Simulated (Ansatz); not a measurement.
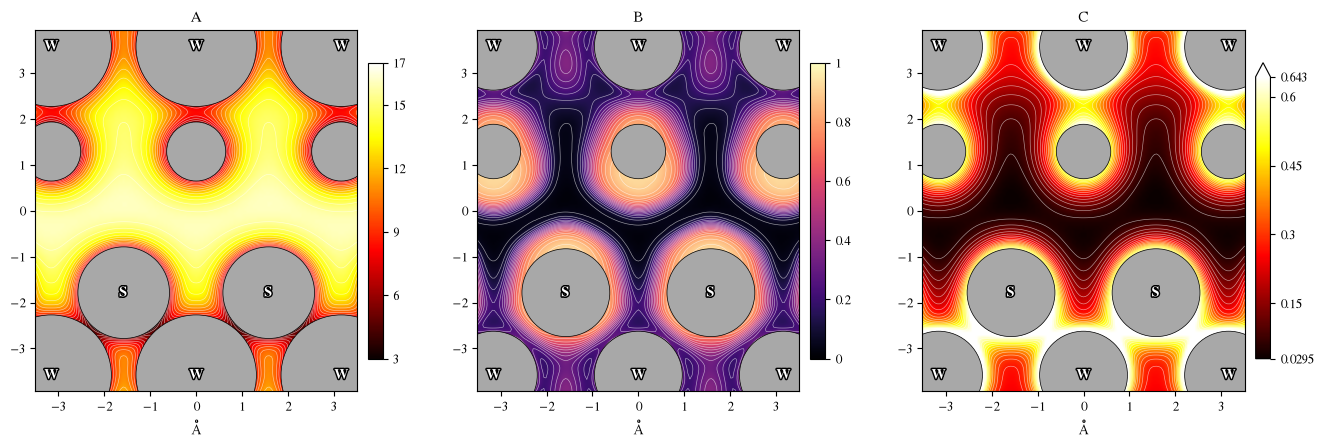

WS$_{2}$: 3 fields on the (101) plane of the calculation cell, with unlabelled colour scales. Grey discs cover the atomic cores.

Space group R3m; not relaxed (largest force 0.6 eV/Å).

The calculation used Ansatz, DFT PBEsol, scalar-relativistic, plane waves, PAW.

Which field does each panel show? The fields are: electron localisation function, electrostatic potential energy of an electron and valence pseudo-density.

Answer. Panel A: electrostatic potential energy of an electron (low next to the atoms, rising into the space between them). Panel B: electron localisation function. Panel C: valence pseudo-density.
